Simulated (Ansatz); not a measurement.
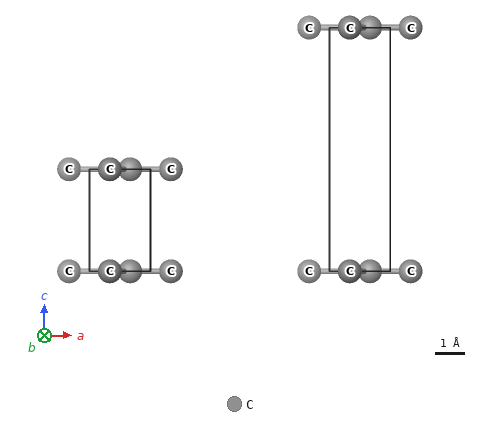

Two geometries of solid C (set up in P6/mmm), drawn at one scale. One is the start of a relaxation, the other its converged end. Style: ball-and-stick. Shown: the cell of the calculation, along the b axis.

All numbers below come from DFT PBE+D3(BJ), scalar-relativistic, plane waves, PAW in Ansatz 0.2.0. Settings: plane-wave cutoff 420 eV; k-point mesh 18 × 18 × 6; occupations gaussian; smearing width 0.1 eV; no spin polarisation; cell and atoms relaxed; force threshold 0.005 eV/Å; at most 80 steps.

### Which geometry has the lower energy?

The left one is the relaxed one. The atoms keep their places relative to the cell (all moves are under 0.005 Å). The volume changes by −57.9 %, with a = b 2.456 → 2.465 Å (+0.3 %), c 8.524 → 3.567 Å (−58.1 %). Among the contacts that change: C–C 1.418 → 1.423 Å. The space group stays P6/mmm (No. 191). After 27 accepted moves (39 points after the start) the energy has fallen by 45.4 meV per atom. All forces vanish by symmetry, so only the cell relaxes. The pressure goes from 1.31 to −0.02 GPa. The SCF was repeated 12 times at an unchanged geometry on a basis and grid sized afresh for the cell, which shifted the energy by 2.2 meV per atom at most. The run took 55 s on 4 threads of Arm Neoverse N1, with other jobs on the host, peak memory 0.37 GiB.
